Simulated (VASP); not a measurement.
## TaN: 7 runs along one coordinate

System: TaN (Fm-3m, 2 atoms in the cell).
Method: Kohn-Sham DFT of a periodic cell, PBE, VASP PAW PBE potentials, recommended, no spin polarisation (VASP 6.6.1).

The 7 runs differ only in the geometry, by an even scaling of the cell at fixed fractional positions. The structure derives from a Materials Project entry.

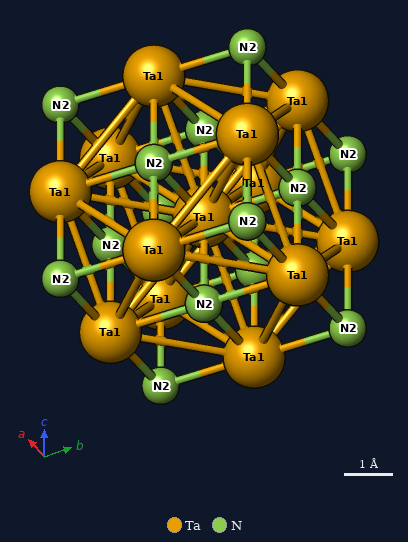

Figure 1. The structure of run 4 (ball-and-stick view of the cell 4 times as large as that of the calculation, set on its symmetry axes, seen at an oblique angle; atoms are numbered from 1 in the order of the input).

**INCAR of run 4**
```
PREC = Accurate ; ENCUT = 520
EDIFF = 1E-7 ; ISMEAR = -1
SIGMA = 0.05 ; LREAL = F
LASPH = T ; NELM = 80
ALGO = Normal ; ISIF = 2
LWAVE = F ; LCHARG = T
GGA = PE ; LELF = T
LVHAR = T ; NBANDS = 15
```

**KPOINTS of run 4**
```
regular mesh
0
Gamma
  10 10 10
```

**POSCAR of run 4**
```
TaN
1.0
    0.0000000000      2.2113230000      2.2113230000
    2.2113230000      0.0000000000      2.2113230000
    2.2113230000      2.2113230000      0.0000000000
Ta N
1 1
Direct
    0.5000000000      0.5000000000      0.5000000000
    0.0000000000      0.0000000000      0.0000000000
```

Command:
```bash
cat potpaw_PBE.64/Ta_pv/POTCAR potpaw_PBE.64/N/POTCAR > POTCAR
mpirun -np 1 vasp_std > vasp.out
```

Run 6 has the same physical settings and fractional positions; its lattice vectors (Å) are:
```
   0.000000    2.240423    2.240423
   2.240423    0.000000    2.240423
   2.240423    2.240423    0.000000
```

**Results, with one run withheld**

| run | volume per atom (Å³) | free energy per atom, from the lowest run given (meV) | pressure (GPa) |
| --- | --- | --- | --- |
| 1 | 10.164 | 42.84 | 22.74 |
| 2 | 10.381 | 17.89 | 14.10 |
| 3 | 10.597 | 4.00 | 6.36 |
| 4 | 10.813 | 0.00 | −0.58 |
| 5 | 11.030 | 4.87 | −6.79 |
| 6 | 11.246 | ? | ? |
| 7 | 11.462 | 37.63 | −17.35 |

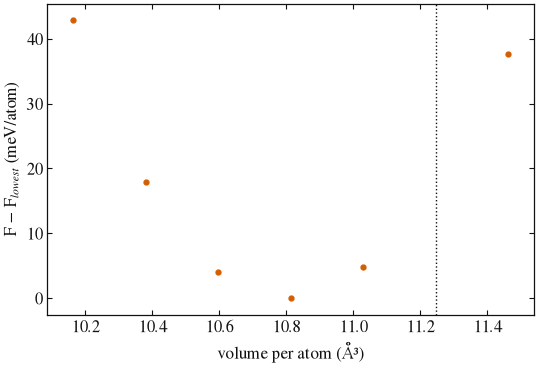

Figure 2. Free energy per atom of the runs given; the dotted line marks run 6.

What should run 6 give?

A cubic polynomial in V^(−2/3) (the Birch–Murnaghan form), fitted to the 6 runs given, misses them by at most 0.01 meV per atom. With x = V^(−2/3) − 0.20559 Å⁻², it reads F = 0.47753 + 1091.2 x + 5.9853e+05 x² + 5.0474e+05 x³ (meV per atom). At run 6 it gives 17.68 meV per atom, and the run itself gives 17.70. The slope of the fit gives a pressure −dF/dV of −12.25 GPa there, and the run prints −12.36 GPa. The two needn't agree exactly: the fit is approximate, and the printed stress is taken on a finite basis. The fit has its minimum at 10.799 Å³ per atom, where V d²F/dV² gives 330 GPa: the bulk modulus at this level, since symmetry fixes the shape and the positions.

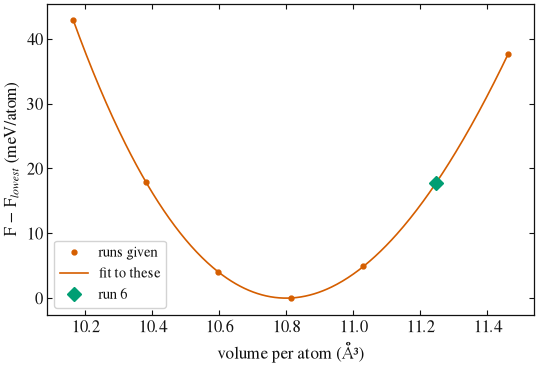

Figure 3. The fit and the withheld run.

**OSZICAR and lines of OUTCAR (run 6)**
```
N       E                     dE             d eps       ncg     rms          rms(c)
DAV:   1     0.882833714074E+02    0.88283E+02   -0.88321E+03  1410   0.112E+03
DAV:   2    -0.218669884236E+02   -0.11015E+03   -0.10418E+03  1760   0.297E+02
DAV:   3    -0.248333733557E+02   -0.29664E+01   -0.29499E+01  1522   0.452E+01
DAV:   4    -0.248471420373E+02   -0.13769E-01   -0.13766E-01  1879   0.324E+00
DAV:   5    -0.248472318847E+02   -0.89847E-04   -0.89848E-04  1536   0.238E-01    0.215E+01
DAV:   6    -0.219293697596E+02    0.29179E+01   -0.57266E+00  1671   0.261E+01    0.873E+00
DAV:   7    -0.218444491883E+02    0.84921E-01   -0.54525E-01  1529   0.616E+00    0.619E+00
DAV:   8    -0.218132417568E+02    0.31207E-01   -0.16808E-01  1599   0.358E+00    0.156E+00
DAV:   9    -0.218068214931E+02    0.64203E-02   -0.18159E-02  1648   0.112E+00    0.317E-01
DAV:  10    -0.218067905005E+02    0.30993E-04   -0.11993E-03  1676   0.322E-01    0.568E-02
DAV:  11    -0.218067691395E+02    0.21361E-04   -0.31099E-05  1599   0.669E-02    0.141E-02
DAV:  12    -0.218067698876E+02   -0.74810E-06   -0.21541E-06  1753   0.147E-02    0.766E-03
DAV:  13    -0.218067695280E+02    0.35959E-06   -0.25195E-07  1557   0.443E-03    0.137E-03
DAV:  14    -0.218067695326E+02   -0.46361E-08   -0.13120E-08   929   0.117E-03
   1 F= -.21806770E+02 E0= -.21803611E+02  d E =-.631644E-02
[... from OUTCAR:]
  free energy    TOTEN  =       -21.80676953 eV
  energy without entropy =      -21.80045309  energy(sigma->0) =      -21.80361131
 E-fermi :   8.9419     XC(G=0): -13.1295     alpha+bet :-14.5130
  free  energy   TOTEN  =       -21.8067695326 eV
  energy  without entropy=      -21.8004530926  energy(sigma->0) =      -21.80361131
```

Notes: Spin–orbit coupling is left out, which matters for Ta.
